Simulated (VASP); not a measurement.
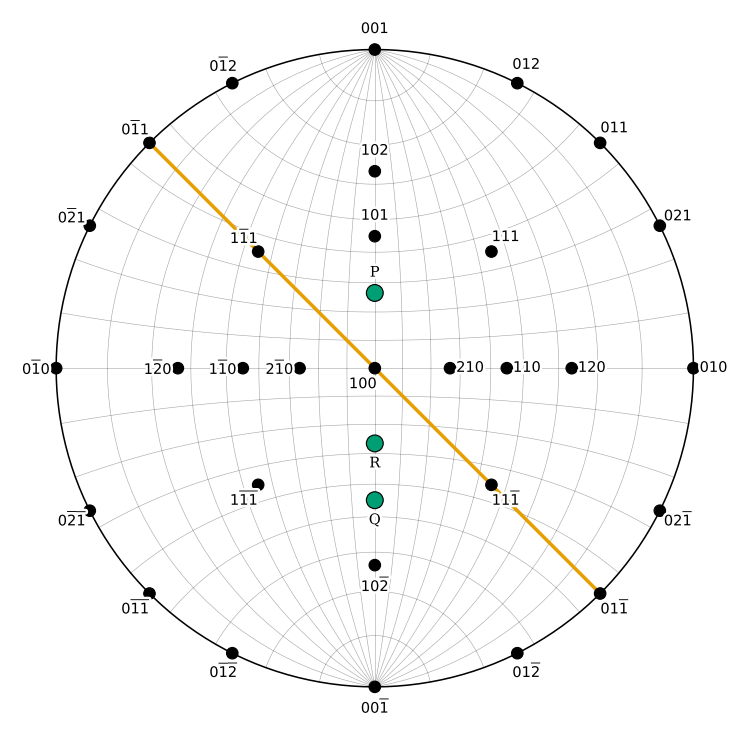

For InAs, the geometry relaxed with VASP Kohn-Sham DFT of a periodic cell, TPSS, VASP PAW PBE potentials, recommended in VASP: stereographic projection of plane normals (upper hemisphere) centred on (1 0 0). Symmetry computed with spglib at a tolerance of 0.002 Å; standard conventional cell.

a = 6.165 Å, b = 6.165 Å, c = 6.165 Å, α = 90.00°, β = 90.00°, γ = 90.00°.

Index the poles marked P, Q, R.

Answer. P is (2 0 1), 26.6° from the centre; Q is (1 0 −1), 45.0° from the centre; R is (2 0 −1), 26.6° from the centre.

Which zone does the coloured great circle trace?

Answer. The zone [0 1 1]: its poles satisfy k + l = 0.

What is the angle between the normals of (0 0 1) and (0 1 −2), and what are their d_hkl = 1/|g|?

Answer. 153.4°; d = 6.165 Å and 2.757 Å.
